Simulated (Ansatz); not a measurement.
# WC: 9 runs along one coordinate

System: WC (2 atoms in the cell).
Method: DFT PBEsol, scalar-relativistic, plane waves, PAW, no spin polarisation (Ansatz 0.2.0).

The 9 runs differ only in the geometry, by a strain of the cell at fixed fractional positions. Against run 5, the strain is εxx = η. The structure derives from a Materials Project entry.

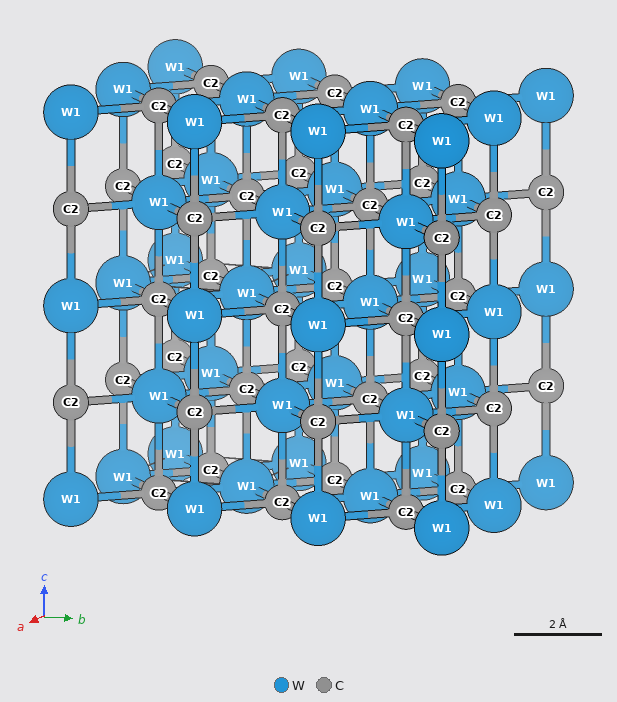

Figure 1. The structure of run 5 (ball-and-stick view of the cell 2 times as large as that of the calculation, set on its symmetry axes, repeated 2 × 3 × 2, seen slightly off an axis; atoms are numbered from 1 in the order of the input).

### Input of run 5
```yaml
crystal:
  lattice:
    - [0.0, 2.192684, 2.192684]
    - [2.27490965, 0.0, 2.192684]
    - [2.27490965, 2.192684, 0.0]
  atoms:
    - { symbol: W, position: [0.0, 0.0, 0.0] }
    - { symbol: C, position: [0.5, 0.5, 0.5] }
basis:
  ecutwfc: 420
kpoints:
  mp_grid: { grid: [18, 18, 18] }
hamiltonian:
  xc: pbesol
scf:
  occupations: { method: gaussian, width: 0.15 }
output:
  forces: true
  stress: true
  eigenvalues: true
```

Command:
```bash
ansatz run input.yaml --threads 1 --pin off --max-ram 1228MiB --backend cpu --events-out ev --progress --plain --runs-dir out
```

Lattice vectors (Å) and fractional positions of run 5:
```
   0.000000    2.192684    2.192684
   2.274910    0.000000    2.192684
   2.274910    2.192684    0.000000
W   0.000000  0.000000  0.000000
C   0.500000  0.500000  0.500000
```

Run 4 differs from it as follows:
```diff
-    - [2.27490965, 0.0, 2.192684]
-    - [2.27490965, 2.192684, 0.0]
+    - [2.11045835, 0.0, 2.192684]
+    - [2.11045835, 2.192684, 0.0]
```

### Results, with one run withheld

| run | strain parameter η (%) | free energy per atom, from the lowest run given (meV) | pressure (GPa) |
| --- | --- | --- | --- |
| 1 | −18.0723 | 836.12 | 100.16 |
| 2 | −14.4578 | 349.36 | 58.59 |
| 3 | −10.8434 | 78.73 | 27.78 |
| 4 | −7.2289 | ? | ? |
| 5 | 0.0000 | 0.00 | −20.84 |
| 6 | 3.6145 | 91.49 | −28.01 |
| 7 | 7.2289 | 201.74 | −32.64 |
| 8 | 9.0313 | 259.78 | −34.21 |
| 9 | 10.8434 | 318.47 | −35.43 |

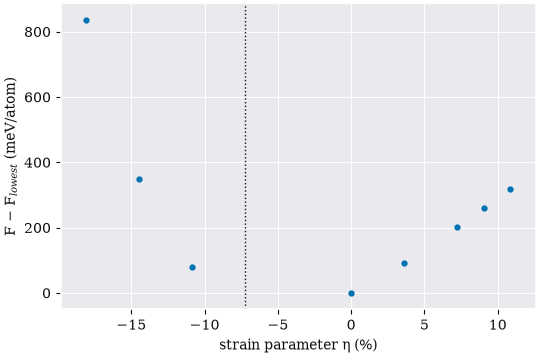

Figure 2. Free energy per atom of the runs given; the dotted line marks run 4.

Estimate the energy of run 4 from the others.

A cubic polynomial in the coordinate, fitted to the 8 runs given, misses them by at most 13.18 meV per atom. With x = η + 1.5819, it reads F = −48.047 + 18.659 x + 2.3318 x² − 0.12299 x³ (meV per atom). At run 4 it gives −56.91 meV per atom, and the run itself gives −39.26. The fit has its minimum at η = −4.7758 %. So low a polynomial doesn't follow these energies more closely.

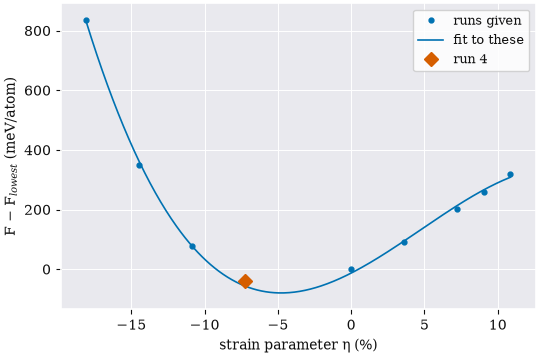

Figure 3. The fit and the withheld run.

### Output, shortened to warnings, some set-up lines, iterations and results (run 4)
```
Basis set: ecut = 420 eV, 395 PW (Γ), exchange–correlation on 48×48×48 points (8 copies of the dense FFT grid, shifted against one another)
Symmetry: 16 space group operations
k-points: 480 of 5832
Initial density: superposition of atomic densities (neutral atoms: chi_scale 0, normalization atom), corrected by the library's trained network
[...]
SCF iter   1: F=—  HF=-10502.789309 eV  |F-HF|=—  |Δ(HF+E_count)|=         —  Δρ=7.31e-3  dr2=9.76e-3  ethr=1.77e-3  ⟨swp⟩=5.0  Hψ=67518  notcnv=0  defer=322
SCF iter   2: F=—  HF=-10502.788224 eV  |F-HF|=—  |Δ(HF+E_count)|=   1.08e-3  Δρ=4.85e-3  dr2=4.74e-3  ethr=5.42e-5  ⟨swp⟩=1.0  Hψ=12000  notcnv=0  defer=339
SCF iter   3: F=—  HF=-10502.787250 eV  |F-HF|=—  |Δ(HF+E_count)|=   9.75e-4  Δρ=5.79e-4  dr2=4.34e-5  ethr=2.63e-5  ⟨swp⟩=1.9  Hψ=8182  notcnv=0  defer=339
SCF iter   4: F=—  HF=-10502.787230 eV  |F-HF|=—  |Δ(HF+E_count)|=   1.99e-5  Δρ=1.34e-4  dr2=2.16e-6  ethr=2.41e-7  ⟨swp⟩=2.9  Hψ=11296  notcnv=0  defer=339
SCF iter   5: F=-10502.787230 eV  HF=-10502.787230 eV  |F-HF|=3.30e-8  |Δ(HF+E_count)|=   3.58e-8  Δρ=1.83e-5  dr2=4.81e-8  ethr=1.20e-8  ⟨swp⟩=1.9  Hψ=8463  notcnv=0  …
SCF iter   6: F=-10502.787230 eV  HF=-10502.787230 eV  |F-HF|=9.64e-11  |Δ(HF+E_count)|=   1.68e-8  Δρ=2.28e-6  dr2=3.05e-10  ethr=2.67e-10  ⟨swp⟩=6.2  Hψ=33648  notcnv=0
SCF 1 converged in 6 iterations: F = -10502.787230 eV  dr2 = 3.05e-10
SCF converged after 6 iterations
Free energy (F): -10502.787230 eV
Harris-Foulkes:  -10502.787230 eV  (|F-HF|=9.64e-11)
Internal energy: -10502.777508 eV  (E = F + TS)
E sigma→0 (E₀):  -10502.782369 eV
Entropy (-TS):   -0.009722 eV (-4.861 meV/atom)
Fermi energy:    22.556498 eV
--- Per-component energies (eV) ---
  E_band       = -48.767211
  E_kinetic    = 544.494275
  E_local      = -635.716747  (includes V_loc(G=0)·N_el)
  E_nonlocal   = 29.239016
  E_hartree    = 223.814730
  E_xc         = -314.907826
  E_vxc        = -300.554842  (∫ρ·V_xc dr)
  E_paw        = -8531.270466  (= ΣΔE_a)
  E_vpaw       = -133.858069  (= ΣTr[D̂ρ^β])
  E_aug_tail   = -0.000059  (compensation charges beyond the density's cutoff)
  E_ewald      = -1818.673324
  E_core_change = 0.242893  (= ΣΔE_core)
  E_smearing   = -0.009722  (= −TS)
  E_closure    = -0.000000  (closes the sum)
  Σ components = -10502.787230   (vs F -10502.787230, Δ=0.00e0)
--- Forces (eV/Å), atoms counted from 1 ---
  atom   1  W      0.00000000     0.00000000    -0.00000000
  atom   2  C      0.00000000     0.00000000     0.00000000
  max |Σ_I F_I| component: 5.92e-31 eV/Å
--- Stress (GPa, compression-positive) ---
       23.846257       0.000000       0.000000
        0.000000      -3.585673       0.000000
        0.000000       0.000000      -3.585673
  P = ⅓ Tr σ = 5.5583 GPa (55.583 kbar)
```

Notes: Spin–orbit coupling is left out, which matters for W.
